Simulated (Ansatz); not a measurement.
Rh: band-structure calculation

System: Rh (2 atoms in the cell).
Method: DFT, PBE, PAW with Ansatz's default frozen-core files, scalar-relativistic, no spin polarisation (Ansatz 0.2.0).

It belongs to a series of runs on one base structure; here: volume scaled by 0.65, PAW files. Figures and captions count atoms from 1; the log counts them from 0 in places.

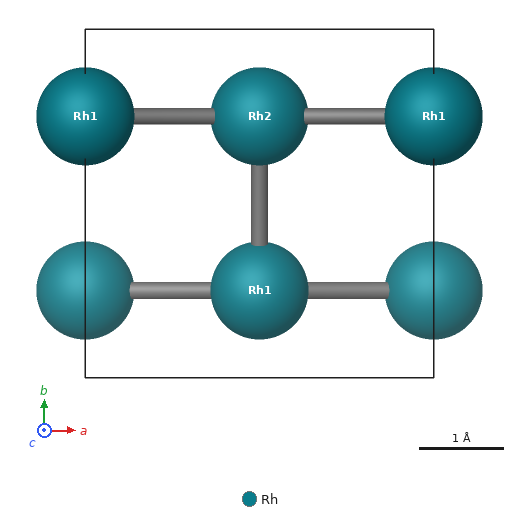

*The input geometry (ball-and-stick view of the cell 2 times as large as that of the calculation, set on its symmetry axes, along the c axis; atoms are numbered from 1 in the order of the input). An atom can appear more than once, as a periodic image.*

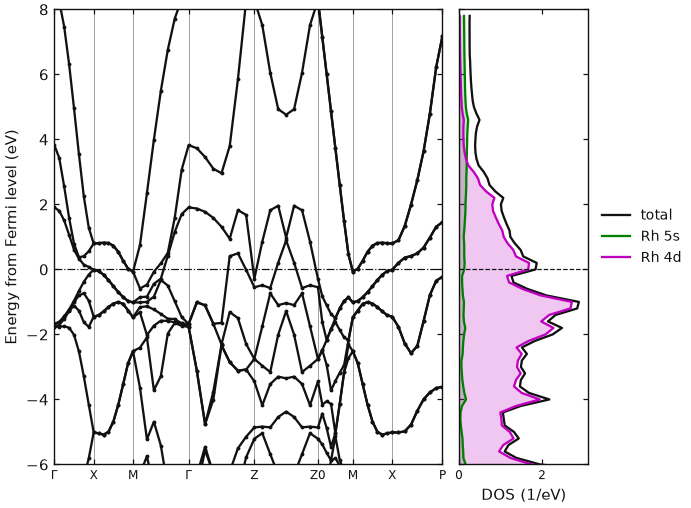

*Band structure along Γ–X–M–Γ–Z–Z0–M–X–P and density of states (projected on Löwdin-orthogonalised atomic shells), with energies from the Fermi level.*

Bands cross the Fermi level: a metal at this level of theory.

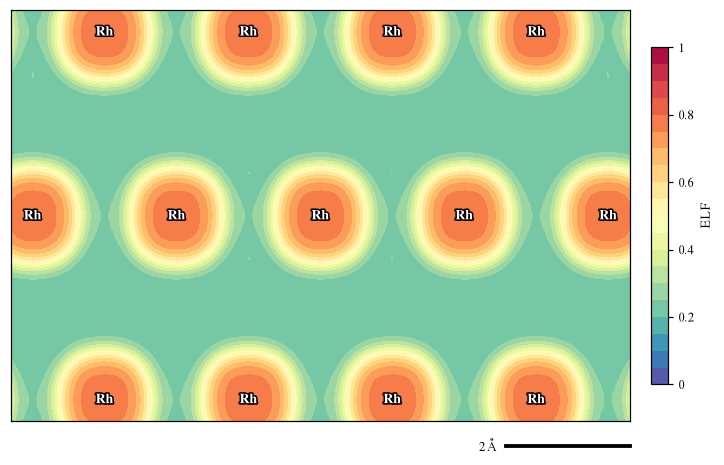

*ELF on the (110) plane of the conventional cell.*

Rh–Rh (2.32 Å): the ELF is about 0.25 at the midpoint; no shared electron pair. The strong features right at Rh lie inside the PAW spheres (semicore, d or f shells) and say nothing about bonding. In a PAW calculation such maps are meaningful between the atoms, not at the nuclei.

These pictures come from the run below.

Input file:
```yaml
crystal:
  lattice:
    - [-2.0932058434, 2.0932058434, 1.1584555263]
    - [2.0932058434, -2.0932058434, 1.1584555263]
    - [2.0932058434, 2.0932058434, -1.1584555263]
  atoms:
    - { symbol: Rh, position: [-0.375, -0.125, -0.25] }
    - { symbol: Rh, position: [0.375, 0.125, 0.25] }
kpoints:
  mp_grid: { grid: [18, 18, 18] }
  band_path:
    path:
      - [0.0, 0.0, 0.0]
      - [0.0, 0.0, 0.5]
      - [-0.5, 0.5, 0.5]
      - [0.0, 0.0, 0.0]
      - [0.3265728591, 0.3265728591, -0.3265728591]
      - [-0.3265728591, 0.6734271409, 0.3265728591]
      - [-0.5, 0.5, 0.5]
      - [0.0, 0.0, 0.5]
      - [0.25, 0.25, 0.25]
    npoints: 8
scf:
  occupations: { method: fermi_dirac, width: 0.08 }
hamiltonian:
  xc: pbe
  pseudopotentials: { kind: paw }
output:
  forces: true
  stress: true
  eigenvalues: true
  populations: true
  dos: { projected: true, de: 0.2, e_range: [-14, 8] }
  write_density: true
  write_potential: true
  elf: true
  volumetric_format: npy
```

Launched with:
```bash
ansatz run input.yaml --threads 1 --pin off --max-ram 2048MiB --backend cpu --events-out ev --progress --plain --runs-dir out
```

Output:
```
Engine: ansatz 0.2.0, aarch64-unknown-linux-gnu
Pseudopotentials: kind: paw
Pseudopotential: Rh, paw, valence charge 17, recommended cutoff 420 eV (normal), Rh.paw.azcp
Functional definition: PBE
  parameter kappa = 0.804
  parameter beta = 0.06672455060314922
  exchange = pbe_x(kappa = kappa, mu = beta*pi^2/3)
  correlation = pbe_c(beta = beta)
Crystal: 2 atoms, lattice volume = 20.303 Å³
Basis set: ecut = 420 eV, 399 PW (Γ), exchange–correlation on 48×48×48 points (8 copies of the dense FFT grid, shifted against one another)
Bands: 21, of which v1, the nominal top of the filled ones, is band 17 counted from 1 (16 counted from 0)
Symmetry: 16 space group operations
Space group: I41/amd (ITA 141), of the structure as read, at distance tolerance 2.7e-5 Å
k-points: 480 of 5832
Non-local potential: Rh, projectors of the file, l = 0: 3, l = 1: 2, l = 2: 2, l = 3: 1
PAW form: soft (Blöchl's): semilocal exchange-correlation on the pseudo side does not see the compensation charge
PAW one-centre angular grid: Rh, 590 points (default); XC on 64 Gauss nodes
Initial density: superposition of atomic densities (neutral atoms: chi_scale 0, normalization atom), corrected by the library's trained network
Initial wavefunctions: pseudopotential atomic-orbital guess
Functional: x = pbe(κ = 0.804, μ = 0.2195149727645171), c = pbe(β = 0.06672455060314922)
SCF iter   1: F=—  HF=-12799.061770 eV  |F-HF|=—  |Δ(HF+E_count)|=         —  Δρ=1.78e-2  dr2=2.10e-2  ethr=1.77e-3  ⟨swp⟩=5.3  Hψ=43717  notcnv=0
preconditioner: auto → none  [metal: Δε(μ)=0.003 eV  Ē_g=10.641 eV  σ=0.080 eV  W_gap=0.01  n_scr=4 (ndim 8)  ℏωp=35.0 eV  f_vac=0.000  D(μ)=1.75/eV (n_scr^D=16)  sad-step TF]
SCF iter   2: F=—  HF=-12799.053613 eV  |F-HF|=—  |Δ(HF+E_count)|=   8.16e-3  Δρ=9.20e-3  dr2=6.21e-3  ethr=6.17e-5  ⟨swp⟩=1.1  Hψ=14173  notcnv=0
SCF iter   3: F=—  HF=-12799.049932 eV  |F-HF|=—  |Δ(HF+E_count)|=   3.68e-3  Δρ=1.21e-3  dr2=6.59e-5  ethr=1.83e-5  ⟨swp⟩=2.9  Hψ=18946  notcnv=0
SCF iter   4: F=—  HF=-12799.049951 eV  |F-HF|=—  |Δ(HF+E_count)|=   1.85e-5  Δρ=2.59e-4  dr2=5.26e-6  ethr=1.94e-7  ⟨swp⟩=2.9  Hψ=19536  notcnv=0
iter 5 did not close the SCF: its close was put off for the readings that it lacked (scf_convergence_deferred on its scf_iter line)
SCF iter   5: F=-12799.049949 eV  HF=-12799.049949 eV  |F-HF|=6.05e-8  |Δ(HF+E_count)|=   1.97e-6  Δρ=3.54e-5  dr2=9.83e-8  ethr=1.55e-8  ⟨swp⟩=2.6  Hψ=17958  notcnv=0
SCF iter   6: F=-12799.049949 eV  HF=-12799.049949 eV  |F-HF|=2.13e-9  |Δ(HF+E_count)|=   3.64e-8  Δρ=4.42e-6  dr2=2.68e-9  ethr=2.89e-10  ⟨swp⟩=7.0  Hψ=68351  notcnv=0
SCF 1 converged in 6 iterations: F = -12799.049949 eV  dr2 = 2.68e-9
  greatest PAW one-centre occupation: 1.000 electrons in one spin orbital (limit 2), on the Rh atom at site 1 (counted from 0), in its partial waves of l = 0
NSCF: frozen V_eff on 65 k-points
SCF converged after 6 iterations
Free energy (F): -12799.049949 eV
Harris-Foulkes:  -12799.049949 eV  (|F-HF|=2.13e-9)
Internal energy: -12799.013311 eV  (E = F + TS)
E sigma→0 (E₀):  -12799.031630 eV
Entropy (-TS):   -0.036638 eV (-18.319 meV/atom)
Fermi energy:    32.573631 eV
--- Per-component energies (eV) ---
  E_band       = 128.916728
  E_kinetic    = 1187.326676
  E_local      = -2504.161677  (includes V_loc(G=0)·N_el)
  E_nonlocal   = 723.258364
  E_hartree    = 923.420249
  E_xc         = -454.716852
  E_vxc        = -572.088895  (∫ρ·V_xc dr)
  E_paw        = -7181.042467  (= ΣΔE_a)
  E_vpaw       = -552.262921  (= ΣTr[D̂ρ^β])
  E_aug_tail   = 0.001777  (compensation charges beyond the density's cutoff)
  E_ewald      = -5493.099381
  E_smearing   = -0.036638  (= −TS)
  E_closure    = 0.000000  (closes the sum)
  Σ components = -12799.049949   (vs F -12799.049949, Δ=0.00e0)
--- Forces (eV/Å), atoms counted from 1 ---
  atom   1  Rh     0.00000000     0.00000000     0.00000000
  atom   2  Rh     0.00000000    -0.00000000     0.00000000
  max |Σ_I F_I| component: 2.78e-17 eV/Å
--- Stress (GPa, compression-positive) ---
      251.930052       0.000000       0.000000
        0.000000     251.930052      -0.000000
        0.000000       0.000000     251.903169
  P = ⅓ Tr σ = 251.9211 GPa (2519.211 kbar)
--- Band table (eV; the first three rows and the last of 480) ---
  k-point 0: bands = ["-47.6388", "-46.6808", "-16.3756", "-16.3756", "-14.2537", "-14.2190", "-14.0740", "-14.0740", "21.9377", "22.5251", "23.9767", "25.3661", "25.9768", "30.8054", "30.8054", "30.8967", "30.8967", "34.4812", "36.3984", "41.1027", "41.1027"]
  k-point 1: bands = ["-47.6316", "-46.6881", "-16.3620", "-16.3619", "-14.2858", "-14.2170", "-14.0961", "-14.0608", "22.0045", "22.6001", "24.0229", "25.3349", "25.9436", "30.8122", "30.8563", "30.9374", "30.9477", "34.3991", "36.0813", "40.8821", "41.4629"]
  k-point 2: bands = ["-47.6101", "-46.7098", "-16.3214", "-16.3212", "-14.3647", "-14.2112", "-14.1612", "-14.0380", "22.2025", "22.8187", "24.1611", "25.2489", "25.8561", "30.8235", "30.9992", "31.0559", "31.0862", "34.1612", "35.3414", "40.2552", "42.3349"]
  k-point 479: bands = ["-47.1490", "-47.1490", "-16.8307", "-16.8307", "-14.2523", "-14.2523", "-13.7852", "-13.7852", "24.6666", "24.6666", "26.1590", "26.1590", "30.0550", "30.0550", "31.1009", "31.1009", "31.5591", "31.5591", "32.5062", "32.5062", "44.1001"]
--- Löwdin populations: 2 sites ---
  site symbol       q [e]
     0     Rh     16.9114
     1     Rh     16.9114
  spilling = 0.005213 (of n_electrons = 34.000000)
```

File rho_z.tsv:
```
# z_ang	rho[e/angstrom^3]
# format = ansatz-planar-average/11
# lattice	-2.093205843	2.093205843	1.158455526
# lattice	2.093205843	-2.093205843	1.158455526
# lattice	2.093205843	2.093205843	-1.158455526
# sites	2
# site	45	0.000000000	-1.046602922	-0.289613882
# site	45	0.000000000	1.046602922	0.289613882
0.000000	9.480998e-1
0.132452	1.049402e0
0.264904	1.317436e0
0.397355	1.673723e0
0.529807	2.031836e0
0.662259	2.300729e0
0.794711	2.401062e0
0.927162	2.300729e0
1.059614	2.031836e0
1.192066	1.673723e0
1.324518	1.317436e0
1.456970	1.049402e0
1.589421	9.480998e-1
1.721873	1.049402e0
1.854325	1.317436e0
1.986777	1.673723e0
2.119228	2.031836e0
2.251680	2.300729e0
2.384132	2.401062e0
2.516584	2.300729e0
2.649036	2.031836e0
2.781487	1.673723e0
2.913939	1.317436e0
3.046391	1.049402e0
```

File v_z.tsv:
```
# z_ang	v_es[eV]	v_tot[eV]
# format = ansatz-planar-average/11
# xc	pbe
# density_cutoff_ev	1680
# datasets	Rh=:simpson_from_first_knot:soft
# lattice	-2.093205843	2.093205843	1.158455526
# lattice	2.093205843	-2.093205843	1.158455526
# lattice	2.093205843	2.093205843	-1.158455526
# sites	2
# site	45	0.000000000	-1.046602922	-0.289613882
# site	45	0.000000000	1.046602922	0.289613882
0.000000	1.833498e1	3.725028e0
0.132452	1.742735e1	2.676310e0
0.264904	1.504454e1	-9.600090e-2
0.397355	1.210198e1	-3.564702e0
0.529807	9.536152e0	-6.630408e0
0.662259	7.846005e0	-8.661115e0
0.794711	7.259445e0	-9.366098e0
0.927162	7.846005e0	-8.661115e0
1.059614	9.536152e0	-6.630408e0
1.192066	1.210198e1	-3.564702e0
1.324518	1.504454e1	-9.600090e-2
1.456970	1.742735e1	2.676310e0
1.589421	1.833498e1	3.725028e0
1.721873	1.742735e1	2.676310e0
1.854325	1.504454e1	-9.600090e-2
1.986777	1.210198e1	-3.564702e0
2.119228	9.536152e0	-6.630408e0
2.251680	7.846005e0	-8.661115e0
2.384132	7.259445e0	-9.366098e0
2.516584	7.846005e0	-8.661115e0
2.649036	9.536152e0	-6.630408e0
2.781487	1.210198e1	-3.564702e0
2.913939	1.504454e1	-9.600090e-2
3.046391	1.742735e1	2.676310e0
```

Summary:

```tsv
quantity	value
outcome	converged
space group (tolerance 0.01 Å)	I4₁/amd (141)
electrons treated	34
free energy	−12799.0499 eV
Fermi energy	32.574 eV
pressure	251.92 GPa
electronic character	metal
largest force (length of the vector)	under 0.001 eV/Å
hardware	1 thread of Arm Neoverse V1, 24 GiB of memory available, shared host
wall time	16 s
peak memory	0.41 GiB
```

The cell is under a pressure of 252 GPa at this level, so it is not at its equilibrium volume.
